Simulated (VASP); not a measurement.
## Geometry relaxation of ZnS

The run: geometry relaxation of ZnS (2 atoms in the cell). Method and program: Kohn-Sham DFT of a periodic cell, PBE with D3(BJ), VASP PAW PBE potentials, recommended, no spin polarisation (VASP 6.6.1).

The structure derives from an entry of the Crystallography Open Database.

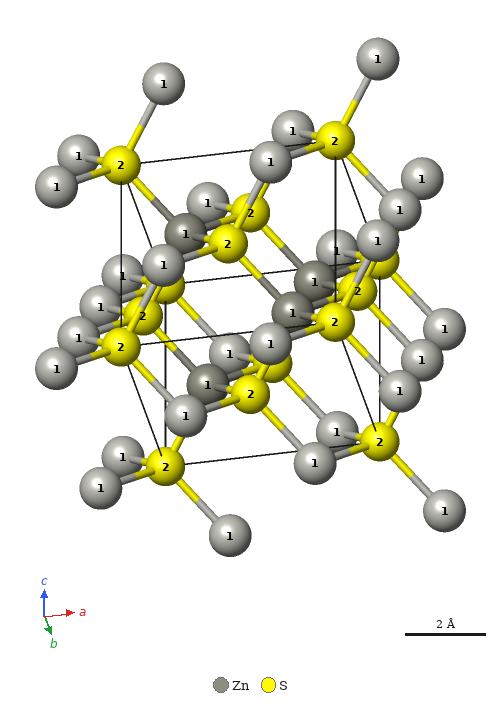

The starting structure (ball-and-stick view of the cell 4 times as large as that of the calculation, set on its symmetry axes, seen at an oblique angle; neighbours outside the cell are drawn fainter; atoms are numbered from 1 in the order of the input). Near neighbours in the crystal (not all of them lie inside the picture): Zn has 4 S at 2.38 Å; S has 4 Zn at 2.38 Å.

**INCAR**
```
SYSTEM = ZnS
PREC = Accurate ; ENCUT = 600
EDIFF = 1E-7 ; ISMEAR = 0
SIGMA = 0.03 ; LREAL = .FALSE.
LASPH = .TRUE. ; NELM = 80
ALGO = Normal ; ISIF = 2
LWAVE = .FALSE. ; LCHARG = .FALSE.
GGA = PE ; IVDW = 12
IBRION = 2 ; NSW = 40
EDIFFG = -0.01
```

**KPOINTS**
```
regular mesh
0
G
  10 10 10
  0 0 0
```

**POSCAR**
```
ZnS                                     
1.0
    0.0000000000      2.7424562508      2.7424562508
    2.7424562508      0.0000000000      2.7424562508
    2.7424562508      2.7424562508      0.0000000000
  Zn              S             
     1     1
Direct
     0.2500000000000000    0.2500000000000000    0.2500000000000000
     0.0000000000000000    0.0000000000000000    0.0000000000000000
```

Run on 1 thread of Intel Xeon (Granite Rapids), 64 GiB of memory available, shared host.

Launch command:
```bash
cat potpaw_PBE.64/Zn/POTCAR potpaw_PBE.64/S/POTCAR > POTCAR
mpirun -np 1 vasp_std > vasp.out
```

**OSZICAR**
```
N       E                     dE             d eps       ncg     rms          rms(c)
DAV:   1     0.869865104503E+02    0.86987E+02   -0.94012E+03  1222   0.177E+03
DAV:   2    -0.849230279525E+00   -0.87836E+02   -0.82923E+02  1312   0.307E+02
DAV:   3    -0.719118515161E+01   -0.63420E+01   -0.63006E+01  1537   0.759E+01
DAV:   4    -0.727598448063E+01   -0.84799E-01   -0.84752E-01  1337   0.920E+00
DAV:   5    -0.727711598396E+01   -0.11315E-02   -0.11315E-02  1517   0.106E+00    0.632E+00
DAV:   6    -0.686405240182E+01    0.41306E+00   -0.95619E-01  1826   0.362E+01    0.498E+00
DAV:   7    -0.684924493296E+01    0.14807E-01   -0.32069E-01  1292   0.549E+00    0.257E+00
DAV:   8    -0.684864510523E+01    0.59983E-03   -0.55352E-03  1427   0.688E-01    0.741E-01
DAV:   9    -0.684895945447E+01   -0.31435E-03   -0.98706E-04  1390   0.334E-01    0.126E-01
DAV:  10    -0.684910506629E+01   -0.14561E-03   -0.18299E-04  1382   0.133E-01    0.623E-02
DAV:  11    -0.684912981267E+01   -0.24746E-04   -0.39716E-05  1340   0.851E-02    0.898E-03
DAV:  12    -0.684913105359E+01   -0.12409E-05   -0.28952E-06  1448   0.231E-02    0.585E-03
DAV:  13    -0.684913090378E+01    0.14981E-06   -0.41167E-07  1412   0.153E-02    0.462E-04
DAV:  14    -0.684913090103E+01    0.27483E-08   -0.83449E-08   886   0.279E-03
   1 F= -.74357494E+01 E0= -.74357494E+01  d E =-.743575E+01
```

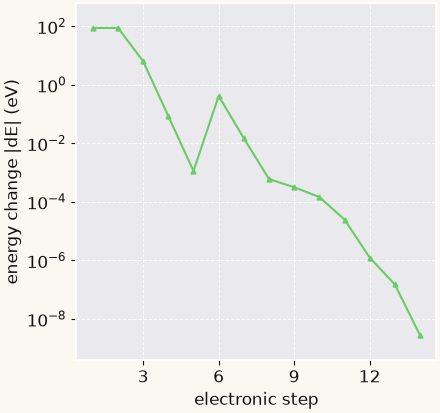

Convergence of the self-consistent field: energy change |dE| against the electronic step. It takes 14 electronic steps. The density is held fixed in the first few steps, and dE rises again when its update begins.

**Parts of OUTCAR**
```
SYSTEM = ZnS
   PREC = Accurate
   ENCUT = 600
   EDIFF = 1E-7
   ISMEAR = 0
   LREAL = .FALSE.
   LASPH = .TRUE.
   NELM = 80
   ISIF = 2
   GGA = PE
   IVDW = 12
   IBRION = 2
   NSW = 40
   EDIFFG = -0.01
 IVDW          = 12
 VDW_S6        =  1.00000000  s6, scaling of the dipole-dipole dispersion
 VDW_S8        =  0.78750002  s8, scaling of the dipole-quadrupole dispersion
 VDW_A1        =  0.42890000  a1, scaling of the critical radii
 VDW_A2        =  4.44070005  a2, offset of the critical radii
 VDW_RADIUS    = 50.20216178  two-body interaction cutoff (in Angstroms)
 VDW_CNRADIUS  = 21.16708996  CN, coordination number cutoff (in Angstroms)

 ion  position               nearest neighbor table
   1  0.250  0.250  0.250-   2 2.38   2 2.38   2 2.38   2 2.38
   2  0.000  0.000  0.000-   1 2.38   1 2.38   1 2.38   1 2.38

  LATTYP: Found a face centered cubic cell.
 ALAT       =     5.4849125016

  Lattice vectors:

 A1 = (   0.0000000000,   2.7424562508,   2.7424562508)
 A2 = (   2.7424562508,   0.0000000000,   2.7424562508)
 A3 = (   2.7424562508,   2.7424562508,   0.0000000000)

Analysis of symmetry for initial positions (statically):
=====================================================================
 Subroutine PRICEL returns:
 Original cell was already a primitive cell.

 Routine SETGRP: Setting up the symmetry group for a
 face centered cubic supercell.

 Subroutine GETGRP returns: Found 24 space group operations
 (whereof 24 operations were pure point group operations)
 out of a pool of 48 trial point group operations.

The static configuration has the point symmetry T_d .

Analysis of symmetry for dynamics (positions and initial velocities):
=====================================================================
 Subroutine PRICEL returns:
 Original cell was already a primitive cell.

 Routine SETGRP: Setting up the symmetry group for a
 face centered cubic supercell.

 Subroutine GETGRP returns: Found 24 space group operations
 (whereof 24 operations were pure point group operations)
 out of a pool of 48 trial point group operations.

The dynamic configuration has the point symmetry T_d .

 Subroutine INISYM returns: Found 24 space group operations
 (whereof 24 operations are pure point group operations),
 and found     1 'primitive' translations

----------------------------------------------------------------------------------------

                                     Primitive cell

  volume of cell :      41.2524

  direct lattice vectors                    reciprocal lattice vectors
     0.000000000  2.742456251  2.742456251    -0.182318314  0.182318314  0.182318314
     2.742456251  0.000000000  2.742456251     0.182318314 -0.182318314  0.182318314
     2.742456251  2.742456251  0.000000000     0.182318314  0.182318314 -0.182318314

  length of vectors
     3.878418824  3.878418824  3.878418824     0.315784583  0.315784583  0.315784583

  position of ions in fractional coordinates (direct lattice)
     0.250000000  0.250000000  0.250000000
     0.000000000  0.000000000  0.000000000

  ion indices of the primitive-cell ions
   primitive index   ion index
                 1           1
                 2           2

----------------------------------------------------------------------------------------

 KPOINTS: regular mesh

Automatic generation of k-mesh.
 Grid dimensions read from file:
 generate k-points for:   10   10   10

 Generating k-lattice:

  Cartesian coordinates                     Fractional coordinates (reciprocal lattice)
    -0.018231831  0.018231831  0.018231831     0.100000000  0.000000000  0.000000000
     0.018231831 -0.018231831  0.018231831     0.000000000  0.100000000  0.000000000
     0.018231831  0.018231831 -0.018231831     0.000000000  0.000000000  0.100000000

  Length of vectors
     0.031578458  0.031578458  0.031578458

  Shift w.r.t. Gamma in fractional coordinates (k-lattice)
     0.000000000  0.000000000  0.000000000

 Subroutine IBZKPT returns following result:
 ===========================================

 Found     47 irreducible k-points:

 Following reciprocal coordinates:
            Coordinates               Weight
  0.000000  0.000000  0.000000      1.000000
  0.100000  0.000000  0.000000      8.000000
  0.200000  0.000000  0.000000      8.000000
  0.300000  0.000000  0.000000      8.000000
  0.400000  0.000000  0.000000      8.000000
  0.500000  0.000000  0.000000      4.000000
  0.100000  0.100000  0.000000      6.000000
  0.200000  0.100000  0.000000     24.000000
  0.300000  0.100000  0.000000     24.000000
  0.400000  0.100000  0.000000     24.000000
  0.500000  0.100000  0.000000     24.000000
 -0.400000  0.100000  0.000000     24.000000
 -0.300000  0.100000  0.000000     24.000000
 -0.200000  0.100000  0.000000     24.000000
 -0.100000  0.100000  0.000000     12.000000
  0.200000  0.200000  0.000000      6.000000
  0.300000  0.200000  0.000000     24.000000
  0.400000  0.200000  0.000000     24.000000
  0.500000  0.200000  0.000000     24.000000
 -0.400000  0.200000  0.000000     24.000000
 -0.300000  0.200000  0.000000     24.000000
 -0.200000  0.200000  0.000000     12.000000
  0.300000  0.300000  0.000000      6.000000
  0.400000  0.300000  0.000000     24.000000
 [... further k-points ...]
   k-points           NKPTS =     47   k-points in BZ     NKDIM =     47   number of bands    NBANDS=     13
   number of dos      NEDOS =    301   number of ions     NIONS =      2
   total plane-waves  NPLWV =  32768
   dimension x,y,z NGX =    32 NGY =   32 NGZ =   32
   dimension x,y,z NGXF=    64 NGYF=   64 NGZF=   64
   ions per type =               1   1
   NGX,Y,Z   is equivalent  to a cutoff of  13.72, 13.72, 13.72 a.u.
   NGXF,Y,Z  is equivalent  to a cutoff of  27.43, 27.43, 27.43 a.u.
 SYSTEM =  ZnS
   PREC   = accura    normal or accurate (medium, high low for compatibility)
   ISTART =      0    job   : 0-new  1-cont  2-samecut
   ICHARG =      2    charge: 1-file 2-atom 10-const
   ISPIN  =      1    spin polarized calculation?
   LNONCOLLINEAR =      F non collinear calculations
   LSORBIT =      F    spin-orbit coupling
   LASPH  =      T    aspherical Exc in radial PAW
   ENCUT  =  600.0 eV  44.10 Ry    6.64 a.u.   7.75  7.75  7.75*2*pi/ulx,y,z
   NELM   =     80;   NELMIN=  2; NELMDL= -5     # of ELM steps
   EDIFF  = 0.1E-06   stopping-criterion for ELM
   LREAL  =      F    real-space projection
   EDIFFG = -.1E-01   stopping-criterion for IOM
   NSW    =     40    number of steps for IOM
   IBRION =      2    ionic relax: 0-MD 1-quasi-New 2-CG
   NFREE  =      1    steps in history (QN), initial steepest desc. (CG)
   ISIF   =      2    stress and relaxation
   ISYM   =      2    0-nonsym 1-usesym 2-fastsym
   POTIM  = 0.5000    time-step for ionic-motion
   TEBEG  =    0.0;   TEEND  =   0.0 temperature during run
   PSTRESS=    0.0 pullay stress
   NELECT =      18.0000    total number of electrons
   NUPDOWN=      -1.0000    fix difference up-down
   EMIN   =  10.00;   EMAX   =-10.00  energy-range for DOS
   EFERMI =   0.00;   METHOD = LEGACY
   ISMEAR =     0;   SIGMA  =   0.03  broadening in eV -4-tet -1-fermi 0-gaus
   EFERMI_NEDOS =   21; number of points for ismear=-14 and -15
   IALGO  =     38    algorithm
   IMIX   =      4    mixing-type and parameters
     AMIX     =   0.40;   BMIX     =  1.00
     AMIX_MAG =   1.60;   BMIX_MAG =  1.00
  volume/ion in A,a.u.               =      20.63       139.19
  Fermi-wavevector in a.u.,A,eV,Ry     =   1.241698  2.346469 20.977650  1.541814
  Thomas-Fermi vector in A             =   2.376084
   LORBIT       =      0    0 simple, 1 ext, 2 COOP (PROOUT), +10 PAW based schemes
   GGA     = PE    functional components
   LHFCALC =     F    Hartree Fock is set to
   AEXX    =    0.0000 exact exchange contribution
   IVDW    =    12    specifies the selected vdW correction
   LEPSILON=     F    determine dielectric tensor
   LRPA    =     F    only Hartree local field effects (RPA)
 conjugate gradient relaxation of ions
 non-spin polarized calculation
 Gauss-broadening in eV      SIGMA  =   0.03
  energy-cutoff  :      600.00
  volume of cell :       41.25
 maximum number of plane-waves:      1411
   NGX = 15   NGY = 15   NGZ = 15

 number of electron      18.0000014 magnetization

 Free energy of the ion-electron system (eV)
  ---------------------------------------------------
  ext. energy  EPLUGINS =         0.00000000
  ---------------------------------------------------
  free energy    TOTEN  =        -6.84913090 eV

  energy without entropy =       -6.84913090  energy(sigma->0) =       -6.84913090

 E-fermi :   1.8393     XC(G=0):  -9.4218     alpha+bet : -7.7057

 val. band max:        1.7013476067   @ k =   0.0000   0.0000   0.0000
 cond. band min:       3.6230607030   @ k =   0.0000   0.0000   0.0000
 fundamental gap:      1.9217130964
 Fermi energy:         1.8392998431

 k-point     1 :       0.0000    0.0000    0.0000
  band No.  band energies     occupation
      1     -11.1381      2.00000
      2      -4.4714      2.00000
      3      -4.4714      2.00000
      4      -4.4714      2.00000
      5      -4.0246      2.00000
      6      -4.0246      2.00000
      7       1.7013      2.00000
      8       1.7013      2.00000
      9       1.7013      2.00000
     10       3.6231      0.00000
     11       8.1239      0.00000
     12       8.1239      0.00000
     13       8.1239      0.00000

 k-point     2 :       0.1000    0.0000    0.0000
  band No.  band energies     occupation
      1     -11.0683      2.00000
      2      -4.4691      2.00000
      3      -4.4588      2.00000
      4      -4.4588      2.00000
      5      -4.0256      2.00000
      6      -4.0256      2.00000
      7       0.9262      2.00000
      8       1.6118      2.00000
      9       1.6118      2.00000
     10       4.2393      0.00000
     11       8.0174      0.00000
     12       8.2849      0.00000
     13       8.2849      0.00000

 k-point     3 :       0.2000    0.0000    0.0000
  band No.  band energies     occupation
      1     -10.8763      2.00000
      2      -4.4454      2.00000
      3      -4.4279      2.00000
      4      -4.4279      2.00000
      5      -4.0255      2.00000
      6      -4.0255      2.00000
      7      -0.3763      2.00000
      8       1.3935      2.00000
      9       1.3935      2.00000
     10       4.9162      0.00000
     11       8.1833      0.00000
     12       8.6084      0.00000
     13       8.6084      0.00000

 k-point     4 :       0.3000    0.0000    0.0000
  band No.  band energies     occupation
      1     -10.6172      2.00000
      2      -4.3947      2.00000
      3      -4.3947      2.00000
      4      -4.3524      2.00000
      5      -4.0182      2.00000
      6      -4.0182      2.00000
      7      -1.6496      2.00000
      8       1.1485      2.00000
      9       1.1485      2.00000
     10       5.0545      0.00000
     11       8.7597      0.00000
     12       8.7597      0.00000
     13       9.0268      0.00000

 k-point     5 :       0.4000    0.0000    0.0000
  band No.  band energies     occupation
      1     -10.3856      2.00000
      2      -4.3734      2.00000
      3      -4.3734      2.00000
      4      -4.1229      2.00000
      5      -4.0048      2.00000
      6      -4.0048      2.00000
      7      -2.7130      2.00000
      8       0.9654      2.00000
      9       0.9654      2.00000
     10       4.9699      0.00000
     11       8.7000      0.00000
     12       8.7000      0.00000
     13      10.0051      0.00000

 [... the levels of 18 k-points are left out ...]

 k-point    24 :       0.4000    0.3000    0.0000
  band No.  band energies     occupation
      1     -10.2599      2.00000
      2      -4.4582      2.00000
      3      -4.2494      2.00000
      4      -4.2393      2.00000
      5      -3.9964      2.00000
      6      -3.9741      2.00000
      7      -1.9322      2.00000
      8      -0.1416      2.00000
      9       0.0551      2.00000
     10       5.8245      0.00000
     11       6.3356      0.00000
     12      10.3526      0.00000
     13      11.2950      0.00000

 [... further k-points ...]

------------------------ aborting loop because EDIFF is reached ----------------------------------------

 Edisp (eV)   -0.58662

 E8    (eV) :    -0.2303

  FORCE on cell =-STRESS in cart. coord.  units (eV):
  Direction    XX          YY          ZZ          XY          YZ          ZX
  --------------------------------------------------------------------------------------
  -------------------------------------------------------------------------------------
  Total      -1.00667    -1.00667    -1.00667     0.00000     0.00000     0.00000
  in kB     -39.09741   -39.09741   -39.09741     0.00000     0.00000     0.00000
  external pressure =      -39.10 kB  Pullay stress =        0.00 kB

 VOLUME and BASIS-vectors are now :
 -----------------------------------------------------------------------------
  energy-cutoff  :      600.00
  volume of cell :       41.25
      direct lattice vectors                 reciprocal lattice vectors
     0.000000000  2.742456251  2.742456251    -0.182318314  0.182318314  0.182318314
     2.742456251  0.000000000  2.742456251     0.182318314 -0.182318314  0.182318314
     2.742456251  2.742456251  0.000000000     0.182318314  0.182318314 -0.182318314

 POSITION                                       TOTAL-FORCE (eV/Angst)
 -----------------------------------------------------------------------------------
      1.37123      1.37123      1.37123        -0.000000      0.000000      0.000000
      0.00000      0.00000      0.00000         0.000000     -0.000000     -0.000000
 -----------------------------------------------------------------------------------
    total drift:                               -0.000001     -0.000001     -0.000001

  FREE ENERGIE OF THE ION-ELECTRON SYSTEM (eV)
  ---------------------------------------------------
  free  energy   TOTEN  =        -7.4357493604 eV

  energy  without entropy=       -7.4357493604  energy(sigma->0) =       -7.43574936

 reached required accuracy - stopping structural energy minimisation
```

**CONTCAR**
```
ZnS
   1.00000000000000
     0.0000000000000000    2.7424562508000001    2.7424562508000001
     2.7424562508000001    0.0000000000000000    2.7424562508000001
     2.7424562508000001    2.7424562508000001    0.0000000000000000
  Zn              S
     1     1
Direct
     0.2500000000000000    0.2500000000000000    0.2500000000000000
     0.0000000000000000    0.0000000000000000    0.0000000000000000

  0.00000000E+00  0.00000000E+00  0.00000000E+00
  0.00000000E+00  0.00000000E+00  0.00000000E+00
```

**Results in brief**

```tsv
quantity	value
outcome	converged
space group (tolerance 0.01 Å)	F-43m (216)
electrons treated	18
free energy	−7.4357 eV
dispersion energy	−0.5866 eV
Fermi energy	1.839 eV
gap on the k-point mesh	1.92 eV
pressure	−3.91 GPa
final volume	41.25 Å³
largest force (length of the vector)	under 0.001 eV/Å
wall time	15 s
peak memory	0.19 GiB
```
